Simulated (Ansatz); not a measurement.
```yaml
crystal:
  lattice:
    - [0.00000, -1.78015, -1.78016]
    - [-1.78015, 0.00000, -1.78015]
    - [1.78015, 1.78014, -3.56030]
  atoms:
    - { symbol: C, position: [0.75000, 0.75000, 0.75000] }
    - { symbol: C, position: [0.25000, 0.25000, 0.25000] }
    - { symbol: C, position: [0.37500, 0.37500, 0.87500] }
    - { symbol: C, position: [0.87500, 0.87500, 0.37500] }
```

Space group Fd-3m; changed on purpose from its base cell (all atoms moved at random, sigma 0.05 A a component; relaxed back).

Level of theory: DFT r2SCAN, scalar-relativistic, plane waves, PAW in Ansatz 0.2.0.

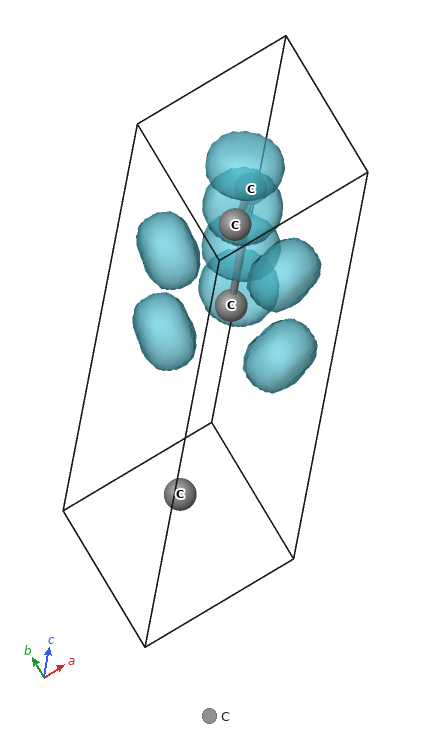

C. Isosurface of the electron localisation function at 0.8 (cyan), seen at an oblique angle. Core shells and regions of very low density are left out. Sticks mark near contacts.

In a PAW calculation such maps are meaningful between the atoms, not at the nuclei.

### Identify the bonds, lone pairs and shells in this picture.

The ELF exceeds this value in eight regions between bonded C–C atoms (shared pairs), counted in one cell of 4 atoms. Regions shared between cells count once. Along the contacts the grid gives the following. C–C (1.54 Å): the ELF peaks at about 0.95 between the atoms: a covalent bond.
